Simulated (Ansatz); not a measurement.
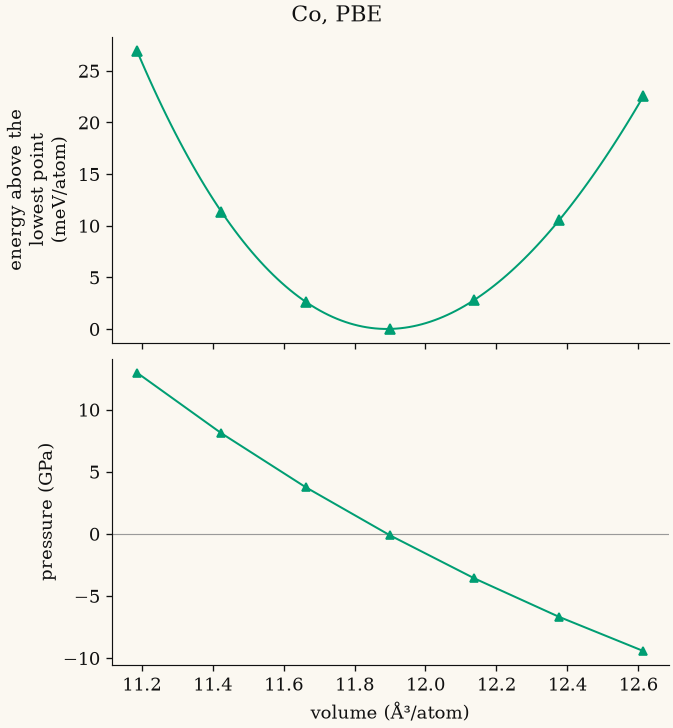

The picture above shows the energy above the lowest point and pressure against volume for Co, space group Pm-3m (No. 221) (one of a set of cubic test structures, which need not be the stable phase).

Method: equation of state of a cubic crystal from periodic Kohn-Sham density functional theory without spin, third-order Birch-Murnaghan fit to the free energies; pressure corrected for the finite basis (Ansatz 0.2.0 development build). Level: PBE.

- structure type: simple cubic
- atoms in cell: 1
- space group number: 221
- lattice centring: simple cubic
- k mesh: 47×47×47
- occupation method: Fermi–Dirac
- occupation width: 0.06123 eV
- wave cutoff: 420 eV
- datasets: soft-1 PAW
- density tolerance: 1e−07 eV
- bands: 13
- density cutoff ratio: 4
- search for lower states: default

Question: What equilibrium volume and bulk modulus follow from the curve?

Answer: A third-order Birch–Murnaghan fit gives V0 = 11.89 Å³/atom, B0 = 184 GPa and B′ = 4.7.

Question: What does the pressure do across the range?

Answer: It falls from 13.0 GPa at volume 11.19 Å³/atom to −9.4 GPa at 12.61 Å³/atom, and changes sign near 11.89 Å³/atom.

Limits of the calculation: cubic model structure, not the ambient form; no spin polarisation, a magnetic state may lie lower.

The computed values:

```
volume (Å³/atom)  energy above the lowest point (meV/atom)  pressure (GPa)
           11.19                                      27.0            13.0
           11.42                                      11.4             8.1
           11.66                                       2.6             3.7
           11.90                                       0.0            -0.1
           12.14                                       2.8            -3.6
           12.38                                      10.5            -6.7
           12.61                                      22.5            -9.4
```
